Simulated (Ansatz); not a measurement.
# Single-point calculation, with input and output: WS$_{2}$ (part 2 of 3)

Continued. System: WS$_{2}$ (P6₃/mmc, 6 atoms in the cell). Method: DFT PBE+U, scalar-relativistic, plane waves, PAW, Ueff = 4 eV on W atom 1 d; Ueff = 4 eV on W atom 2 d, spin-polarised (Ansatz 0.2.0); cutoff 420 eV, 7×7×2 k-mesh, Gaussian smearing of 0.05 eV, collinear spins. The structure derives from an entry of the Crystallography Open Database. It belongs to a series of runs on one base structure; here: natural orbitals of the symmetric run, filled by rank.

Geometry of the input (Å; fractional positions):
```
3.1800  0.0000  0.0000
-1.5900  2.7540  0.0000
0.0000  0.0000  12.5000
W  0.3333  0.6667  0.2500
W  0.6667  0.3333  0.7500
S  0.3333  0.6667  0.6200
S  0.6667  0.3333  0.1200
S  0.3333  0.6667  0.8800
S  0.6667  0.3333  0.3800
```

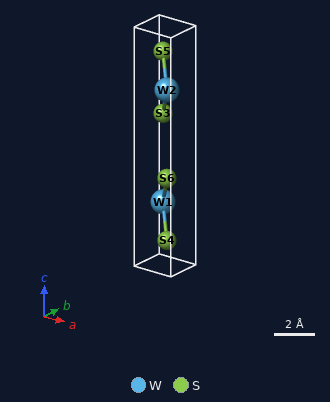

Figure 1. The structure (ball-and-stick view of the cell of the calculation, seen slightly off an axis; atoms are numbered from 1 in the order of the input).

What the program printed, continued
```
SCF iter   1: F=—  HF=-24367.650755 eV  |F-HF|=—  |Δ(HF+E_count)|=         —  Δρ=5.17e-2 (↑5.17e-2 ↓5.17e-2)  dr2=6.90e0  dr2_m=1.59e0  M=0.000 μB ∫|m|=2.258 μB  β_m=0.30  ethr=3.10e-3  ⟨swp⟩=6.0  Hψ=10128  notcnv=0
preconditioner: auto → Kerker (q_TF=auto, 2.410 Å⁻¹)  [metal: Δε(μ)=0.024 eV  Ē_g=9.509 eV  σ=0.050 eV  W_gap=0.25  n_scr=26 (ndim 8)  ℏωp=21.3 eV  f_vac=0.001  D(μ)=7.02/eV (n_scr^D=78)]
spin=Collinear: Kerker preconditioning applied to the charge; magnetization (m = ρ↑ − ρ↓) channel mixes plain (no charge-response kernel on spin).
SCF iter   2: F=—  HF=-24366.795318 eV  |F-HF|=—  |Δ(HF+E_count)|=   8.55e-1  Δρ=3.49e-2 (↑3.49e-2 ↓3.49e-2)  dr2=2.14e0  dr2_m=7.90e-1  M=-0.000 μB ∫|m|=2.302 μB  β_m=0.30  ethr=3.10e-3  ⟨swp⟩=3.9  Hψ=4558  notcnv=0  defer=118
preconditioner: auto → Resta (q_TF=auto, 2.410 Å⁻¹)  ε∞=6.3  [insulator: Δε(μ)=0.066 eV  Ē_g=9.207 eV  σ=0.050 eV  W_gap=0.53  n_scr=26 (ndim 8)  ℏωp=21.3 eV  f_vac=0.002  D(μ)=4.71/eV (n_scr^D=52)  ε∞_Penn≈6.3]
spin=Collinear: Resta preconditioning applied to the charge; magnetization (m = ρ↑ − ρ↓) channel mixes plain (no charge-response kernel on spin).
SCF iter   3: F=—  HF=-24366.454745 eV  |F-HF|=—  |Δ(HF+E_count)|=   3.41e-1  Δρ=2.08e-2 (↑2.07e-2 ↓2.08e-2)  dr2=2.47e-1  dr2_m=3.77e-1  M=-0.000 μB ∫|m|=2.372 μB  β_m=0.30  ethr=3.10e-3  ⟨swp⟩=3.0  Hψ=3721  notcnv=0  defer=118
SCF iter   4: F=—  HF=-24366.505801 eV  |F-HF|=—  |Δ(HF+E_count)|=   5.11e-2  Δρ=1.42e-2 (↑1.42e-2 ↓1.42e-2)  dr2=2.48e-2  dr2_m=1.97e-1  M=-0.000 μB ∫|m|=2.341 μB  β_m=0.30  ethr=4.75e-4  ⟨swp⟩=2.5  Hψ=3673  notcnv=0  defer=128
SCF iter   5: F=—  HF=-24366.546255 eV  |F-HF|=—  |Δ(HF+E_count)|=   4.05e-2  Δρ=1.03e-2 (↑1.01e-2 ↓1.03e-2)  dr2=6.18e-3  dr2_m=1.03e-1  M=0.002 μB ∫|m|=2.328 μB  β_m=0.30  ethr=4.76e-5  ⟨swp⟩=2.2  Hψ=3555  notcnv=0  defer=128
SCF iter   6: F=—  HF=-24366.568974 eV  |F-HF|=—  |Δ(HF+E_count)|=   2.27e-2  Δρ=7.57e-3 (↑7.57e-3 ↓7.25e-3)  dr2=6.00e-3  dr2_m=5.46e-2  M=-0.005 μB ∫|m|=2.311 μB  β_m=0.30  ethr=1.19e-5  ⟨swp⟩=2.8  Hψ=3564  notcnv=0  defer=128
SCF iter   7: F=—  HF=-24366.581691 eV  |F-HF|=—  |Δ(HF+E_count)|=   1.27e-2  Δρ=5.41e-3 (↑5.41e-3 ↓5.38e-3)  dr2=5.62e-4  dr2_m=2.91e-2  M=-0.001 μB ∫|m|=2.297 μB  β_m=0.30  ethr=1.15e-5  ⟨swp⟩=2.6  Hψ=3452  notcnv=0  defer=128
Mixer restart at iter 7: flushing history
spin-set hold released at iteration 7 (site moments contracting): the magnetisation degrees of freedom join the quasi-Newton model from the next iteration; the mixer history was flushed
SCF iter   8: F=—  HF=-24366.588373 eV  |F-HF|=—  |Δ(HF+E_count)|=   6.68e-3  Δρ=3.94e-3 (↑3.91e-3 ↓3.94e-3)  dr2=3.77e-4  dr2_m=1.54e-2  M=0.000 μB ∫|m|=2.289 μB  β_m=0.65  ethr=1.08e-6  ⟨swp⟩=2.1  Hψ=3566  notcnv=0  defer=128
SCF iter   9: F=—  HF=-24366.596971 eV  |F-HF|=—  |Δ(HF+E_count)|=   8.60e-3  Δρ=5.71e-4 (↑5.71e-4 ↓4.40e-4)  dr2=8.75e-3  dr2_m=7.73e-5  M=-0.015 μB ∫|m|=2.265 μB  β_m=0.47  ethr=7.24e-7  ⟨swp⟩=3.2  Hψ=4756  notcnv=0  defer=128
SCF iter  10: F=—  HF=-24366.596625 eV  |F-HF|=—  |Δ(HF+E_count)|=   3.46e-4  Δρ=2.12e-4 (↑2.03e-4 ↓2.12e-4)  dr2=4.38e-5  dr2_m=3.63e-5  M=0.000 μB ∫|m|=2.265 μB  β_m=0.72  ethr=7.24e-7  ⟨swp⟩=2.0  Hψ=2805  notcnv=0  defer=128
SCF iter  11: F=—  HF=-24366.596721 eV  |F-HF|=—  |Δ(HF+E_count)|=   9.54e-5  Δρ=9.20e-5 (↑9.20e-5 ↓9.11e-5)  dr2=1.50e-5  dr2_m=6.79e-6  M=-0.000 μB ∫|m|=2.262 μB  β_m=0.72  ethr=8.42e-8  ⟨swp⟩=2.0  Hψ=3615  notcnv=0  defer=128
Mixer restart at iter 11: flushing history
SCF iter  12: F=—  HF=-24366.631610 eV  |F-HF|=—  |Δ(HF+E_count)|=         —  Δρ=1.38e-4 (↑1.22e-4 ↓1.38e-4)  dr2=8.54e-5  dr2_m=1.12e-5  M=0.001 μB ∫|m|=2.259 μB  β_m=0.72  ethr=2.89e-8  ⟨swp⟩=2.0  Hψ=3001  notcnv=0  defer=128
SCF iter  13: F=—  HF=-24371.221399 eV  |F-HF|=—  |Δ(HF+E_count)|=    4.59e0  Δρ=1.52e-2 (↑1.52e-2 ↓1.51e-2)  dr2=1.04e0  dr2_m=1.34e-1  M=-0.002 μB ∫|m|=1.538 μB  β_m=0.08  ethr=2.89e-8  ⟨swp⟩=6.1  Hψ=8721  notcnv=0  defer=132
SCF iter  14: F=—  HF=-24371.362424 eV  |F-HF|=—  |Δ(HF+E_count)|=   1.41e-1  Δρ=1.44e-2 (↑1.44e-2 ↓1.44e-2)  dr2=7.96e-1  dr2_m=1.31e-1  M=-0.002 μB ∫|m|=1.474 μB  β_m=0.09  ethr=2.89e-8  ⟨swp⟩=4.2  Hψ=6555  notcnv=0  defer=126
SCF iter  15: F=—  HF=-24371.405921 eV  |F-HF|=—  |Δ(HF+E_count)|=   4.35e-2  Δρ=1.10e-2 (↑1.10e-2 ↓1.09e-2)  dr2=2.26e-1  dr2_m=9.20e-2  M=-0.002 μB ∫|m|=1.326 μB  β_m=0.09  ethr=2.89e-8  ⟨swp⟩=5.0  Hψ=7431  notcnv=0  defer=126
SCF iter  16: F=—  HF=-24371.766714 eV  |F-HF|=—  |Δ(HF+E_count)|=   3.61e-1  Δρ=9.42e-3 (↑8.43e-3 ↓9.42e-3)  dr2=6.06e-2  dr2_m=6.43e-2  M=0.000 μB ∫|m|=1.147 μB  β_m=0.33  ethr=2.89e-8  ⟨swp⟩=5.2  Hψ=8504  notcnv=0  defer=145
SCF iter  17: F=—  HF=-24372.321759 eV  |F-HF|=—  |Δ(HF+E_count)|=   5.55e-1  Δρ=9.23e-3 (↑9.23e-3 ↓7.04e-3)  dr2=6.31e-2  dr2_m=5.89e-2  M=0.000 μB ∫|m|=0.987 μB  β_m=0.89  ethr=2.89e-8  ⟨swp⟩=4.9  Hψ=8039  notcnv=0  defer=142
SCF iter  18: F=—  HF=-24372.698126 eV  |F-HF|=—  |Δ(HF+E_count)|=   3.76e-1  Δρ=5.35e-3 (↑3.72e-3 ↓5.35e-3)  dr2=2.31e-2  dr2_m=1.78e-2  M=0.000 μB ∫|m|=0.555 μB  β_m=0.95  ethr=2.89e-8  ⟨swp⟩=5.2  Hψ=8399  notcnv=0  defer=139
SCF iter  19: F=—  HF=-24372.754137 eV  |F-HF|=—  |Δ(HF+E_count)|=   5.60e-2  Δρ=3.01e-3 (↑3.01e-3 ↓1.62e-3)  dr2=1.49e-2  dr2_m=4.69e-3  M=0.000 μB ∫|m|=0.306 μB  β_m=0.97  ethr=2.89e-8  ⟨swp⟩=4.6  Hψ=7651  notcnv=0  defer=143
SCF iter  20: F=—  HF=-24372.771644 eV  |F-HF|=—  |Δ(HF+E_count)|=   1.75e-2  Δρ=8.56e-4 (↑6.62e-4 ↓8.56e-4)  dr2=5.82e-4  dr2_m=5.16e-4  M=0.000 μB ∫|m|=0.110 μB  β_m=0.99  ethr=2.89e-8  ⟨swp⟩=4.5  Hψ=7135  notcnv=0  defer=139
SCF iter  21: F=—  HF=-24372.774471 eV  |F-HF|=—  |Δ(HF+E_count)|=   2.83e-3  Δρ=1.96e-4 (↑1.79e-4 ↓1.96e-4)  dr2=8.90e-5  dr2_m=1.63e-5  M=0.000 μB ∫|m|=0.019 μB  β_m=0.99  ethr=2.89e-8  ⟨swp⟩=3.8  Hψ=5945  notcnv=0  defer=137
SCF iter  22: F=—  HF=-24372.774642 eV  |F-HF|=—  |Δ(HF+E_count)|=   1.70e-4  Δρ=6.52e-5 (↑6.52e-5 ↓5.73e-5)  dr2=4.42e-6  dr2_m=2.73e-6  M=0.000 μB ∫|m|=0.009 μB  β_m=1.00  ethr=2.89e-8  ⟨swp⟩=2.8  Hψ=3976  notcnv=0  defer=137
SCF iter  23: F=—  HF=-24372.774666 eV  |F-HF|=—  |Δ(HF+E_count)|=   2.37e-5  Δρ=2.07e-5 (↑2.07e-5 ↓2.04e-5)  dr2=1.46e-7  dr2_m=3.78e-7  M=0.000 μB ∫|m|=0.003 μB  β_m=1.00  ethr=8.50e-9  ⟨swp⟩=2.0  Hψ=3677  notcnv=0  defer=137
SCF iter  24: F=—  HF=-24372.774669 eV  |F-HF|=—  |Δ(HF+E_count)|=   3.40e-6  Δρ=9.13e-6 (↑8.69e-6 ↓9.13e-6)  dr2=1.08e-7  dr2_m=5.89e-8  M=0.000 μB ∫|m|=0.001 μB  β_m=1.00  ethr=1.92e-10  ⟨swp⟩=16.8  Hψ=17879  notcnv=0
iter 25 did not close the SCF: its close was put off for a magnetic moment that had not settled (scf_convergence_deferred on its scf_iter line)
SCF iter  25: F=-24372.774669 eV  HF=-24372.774669 eV  |F-HF|=2.31e-9  |Δ(HF+E_count)|=   4.11e-7  Δρ=2.47e-6 (↑2.47e-6 ↓1.66e-6)  dr2=1.08e-8  dr2_m=2.48e-9  M=0.000 μB ∫|m|=0.000 μB  β_m=1.00  ethr=1.92e-10  ⟨swp⟩=9.5  Hψ=13835  notcnv=0
iter 26 did not close the SCF: its close was put off for a magnetic moment that had not settled (scf_convergence_deferred on its scf_iter line)
SCF iter  26: F=-24372.774669 eV  HF=-24372.774669 eV  |F-HF|=1.26e-9  |Δ(HF+E_count)|=   1.81e-8  Δρ=7.27e-7 (↑7.27e-7 ↓5.76e-7)  dr2=4.17e-10  dr2_m=3.20e-10  M=0.000 μB ∫|m|=0.000 μB  β_m=1.00  ethr=2.08e-11  ⟨swp⟩=6.0  Hψ=12884  notcnv=0
iter 27 did not close the SCF: its close was put off for a magnetic moment that had not settled (scf_convergence_deferred on its scf_iter line)
SCF iter  27: F=-24372.774669 eV  HF=-24372.774669 eV  |F-HF|=1.53e-10  |Δ(HF+E_count)|=   3.01e-9  Δρ=2.77e-7 (↑2.71e-7 ↓2.77e-7)  dr2=9.77e-11  dr2_m=6.43e-11  M=0.000 μB ∫|m|=0.000 μB  β_m=1.00  ethr=1.00e-12  ⟨swp⟩=5.6  Hψ=11610  notcnv=0
SCF iter  28: F=-24372.774669 eV  HF=-24372.774669 eV  |F-HF|=2.91e-11  |Δ(HF+E_count)|=  4.91e-10  Δρ=1.16e-7 (↑1.08e-7 ↓1.16e-7)  dr2=2.36e-11  dr2_m=8.76e-12  M=0.000 μB ∫|m|=0.000 μB  ethr=1.00e-12  ⟨swp⟩=5.0  Hψ=10896  notcnv=0
WARN: the starting moments were not kept: the SCF closed with an absolute magnetisation of 1.5e-5 μB, where they sum to 4 μB in size (2 sites). That is at most 0.1 of that sum. Measured as dr2_m measures the in/out step, that magnetisation stands 2.4e-11 eV from none, at or under the dr2_threshold of 1.0e-7 eV: it is no larger than a step whose dr2_m would equal this threshold. The system may hold no moment; this SCF shows only that its start led to no more than that. To try another start: raise the starting moments (crystal.atoms[].spin, magnetization.per_species, magnetization.initial_magnetization, or on a non-collinear deck that types none of these the spinor_matrix: blocks that start its atoms; where the total moment is fixed, keep their sum and leave initial_magnetization as it is; typed ones take the place of any that the run laid by itself, positive ones on a crystal's lanthanoids without a Hubbard term where scf.initial_density.shell_occupations: [] is typed) or, if the notice of its spin-set hold's release reads "site moments contracting" or "site moments show no strong build", lengthen the hold (scf.mixing.spin_hold: { on: { confirm: 4 } }; for m-r²SCAN on two components see the key's manual first). Each may lead to a state that holds a moment. A second SCF, from the converged charge density, with the starting moments and any scf.initial_density.shell_occupations laid on it anew, would have followed, and was not run: the deck does not ask for one (magnetization.retry_lost_moments is false, the default). To let it run, set magnetization.retry_lost_moments: true and run the deck again, where that key's refused combinations let it; where memory then withholds it, that run's warning says so.
WARN: hamiltonian.hubbard: on 4 of 4 specified blocks the occupation matrix of this SCF's result fails the test of the specified filling. At site 0 ↑ (sites count from 0 in the list of atoms of the cell that this SCF solves) the least filled combination of the orbitals specified full has occupation 0.504, and the fullest combination of the orbitals specified empty has occupation 0.504; the filling counts as kept where the first is at least 0.75 and exceeds the second by more than 0.25. The same holds at site 0 ↓, site 1 ↑, site 1 ↓. The state of this SCF's result may not hold the specified filling, though these bounds can also misjudge a state that does. This warning does not say which state is lower in energy, or whether the specified filling is a self-consistent state at all; see hamiltonian.hubbard.sites[].starting_ns, Limitations, and scf.initial_density.shell_occupations in the input reference
SCF 1 converged in 28 iterations: F = -24372.774669 eV  dr2 = 2.36e-11
  greatest PAW one-centre occupation: 1.000 electrons in one spin orbital (limit 2), on the W atom at site 1 (counted from 0), in its partial waves of l = 0
```

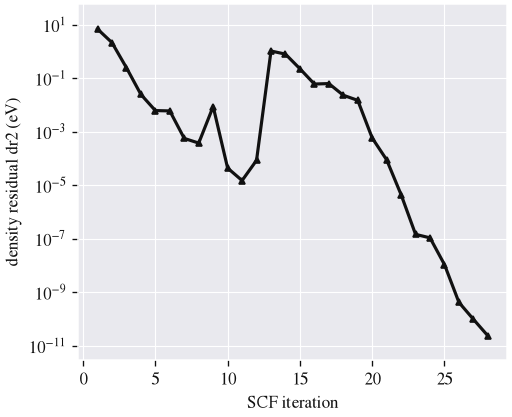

Figure 2. Convergence of the self-consistent field: density residual dr2 against the SCF iteration. The residual falls unevenly and jumps up by a factor of two or more 3 times on the way down.

```
SCF converged after 28 iterations
Magnetization: 0.0000 μB (26.0000 up, 26.0000 down)
Absolute magnetization: 0.0000 μB (∫|ρ↑−ρ↓|, with the PAW one-centre terms)
Spin contamination: 0.0000 ħ² per cell (⟨S²⟩ above its minimum at these occupations)
Per-site moments (μB) at R_I (Å): [(1.2045772636367874e-6, 1.011375944842273), (-1.1630316760908856e-6, 1.011375944842273), (7.925487119608244e-7, 1.011375944842273), (-8.25616210165303e-7, 1.011375944842273), (7.925487120642579e-7, 1.011375944842273), (-8.256162102128676e-7, 1.011375944842273)]
Free energy (F): -24372.774669 eV
Harris-Foulkes:  -24372.774669 eV  (|F-HF|=2.91e-11)
Internal energy: -24372.774669 eV  (E = F + TS)
E sigma→0 (E₀):  -24372.774669 eV
Fermi energy:    11.525084 eV
--- Per-component energies (eV) ---
  E_band       = -392.054878
  E_kinetic    = 1325.526997
  E_local      = -3459.112306  (includes V_loc(G=0)·N_el)
  E_nonlocal   = 114.389458
  E_hartree    = 1361.798074
  E_xc         = -922.002940
  E_vxc        = -827.046001  (∫ρ·V_xc dr)
  E_hubbard    = 9.876347  (on-site DFT+U / exact-exchange correction)
  E_vhub       = 0.212558  (the Hubbard potential's part of the band-sum identity)
  E_paw        = -19525.705171  (= ΣΔE_a)
  E_vpaw       = -269.621399  (= ΣTr[D̂ρ^β])
  E_aug_tail   = -0.000109  (compensation charges beyond the density's cutoff)
  E_ewald      = -3277.545019
  E_smearing   = -0.000000  (= −TS)
  E_closure    = 0.000000  (closes the sum)
  Σ components = -24372.774669   (vs F -24372.774669, Δ=0.00e0)
--- Specified on-site occupations, and those of the state reported ---
  electrons in the specified blocks: 4.2000 specified, 9.7701 found
  site 0 (l=d) ↓: largest change of an orbital's occupation 0.5543; electrons 0.1000 specified, 2.4425 found; spectral distance 1.0546
  site 1 (l=d) ↑: largest change of an orbital's occupation 0.5543; electrons 0.1000 specified, 2.4425 found; spectral distance 1.0546
  site 1 (l=d) ↓: largest change of an orbital's occupation 0.4844; electrons 2.0000 specified, 2.4425 found; spectral distance 0.9714
  site 0 (l=d) ↑: largest change of an orbital's occupation 0.4844; electrons 2.0000 specified, 2.4425 found; spectral distance 0.9714
--- Forces (eV/Å), atoms counted from 1 ---
  atom   1  W      0.00000000     0.00000148     0.00000000
  atom   2  W     -0.00000000    -0.00000151     0.00000000
  atom   3  S      0.00000000     0.00000051     1.03958562
  atom   4  S     -0.00000000    -0.00000048     1.03958576
  atom   5  S      0.00000000     0.00000051    -1.03958562
  atom   6  S     -0.00000000    -0.00000048    -1.03958576
  max |Σ_I F_I| component: 1.61e-8 eV/Å
--- Stress (GPa, compression-positive) ---
       -1.569451      -0.000000       0.000000
       -0.000000      -1.569458       0.000000
        0.000000       0.000000      -6.846271
  P = ⅓ Tr σ = -3.3284 GPa (-33.284 kbar)
--- Band table (eV; the first three rows and the last of 64) ---
  k-point 0 ↑: bands = ["-63.4203", "-63.4201", "-27.6527", "-27.6526", "-27.5148", "-27.5148", "-27.5148", "-27.5148", "-4.0446", "-3.7917", "-2.7134", "-2.2682", "3.7595", "4.7793", "7.4014", "8.0681", "8.0681", "8.0839", "8.0839", "9.3713", "9.3713", "9.4328", "9.4328", "9.7160", "9.7481", "10.9188", "13.3984", "13.3984", "13.5827", "13.5827", "13.6198", "13.6198", "13.6357", "13.6357"]
  k-point 1 ↑: bands = ["-63.4202", "-63.4202", "-27.6527", "-27.6527", "-27.5148", "-27.5148", "-27.5148", "-27.5148", "-3.9351", "-3.9351", "-2.4774", "-2.4774", "4.1992", "4.1992", "8.0758", "8.0758", "8.0758", "8.0758", "8.3126", "8.3126", "9.4019", "9.4019", "9.4019", "9.4019", "10.6521", "10.6521", "13.4769", "13.4769", "13.4769", "13.4769", "13.6410", "13.6410", "13.6410", "13.6410"]
```
